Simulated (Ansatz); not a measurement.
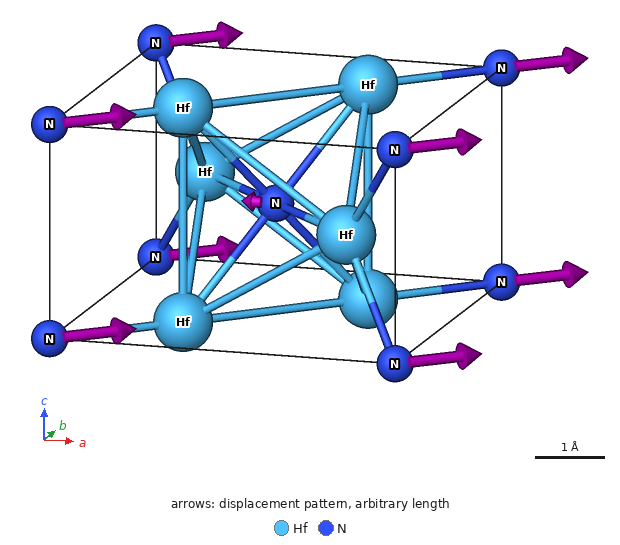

One vibrational mode of a crystal of Hf2N at the zone centre. The purple arrows are the displacements of the atoms (eigenvector over the root of the mass), of arbitrary overall length and sign. Style: ball-and-stick. Shown: the cell of the calculation, slightly off an axis.

Theory: DFT PBEsol, scalar-relativistic, plane waves, PAW (Ansatz 0.2.0). (plane-wave cutoff 420 eV; k-point mesh 8 × 8 × 12; occupations fermi dirac; smearing width 0.15 eV; no spin polarisation)

The frequencies depend somewhat on the k-mesh and the smearing.

Question: Describe the mode and give its frequency.

Answer: This is the E_u mode (doubly degenerate; one member of the set is drawn) at 554 cm⁻¹, optical level 9 of 10, counted from below, infrared-active by symmetry. The Hf atoms hardly move; it stretches the shortest Hf–N bonds (2.21 Å); the kinetic energy is shared as N 98 %, Hf 2 %. The crystal is a metal, so free carriers screen the infrared response.
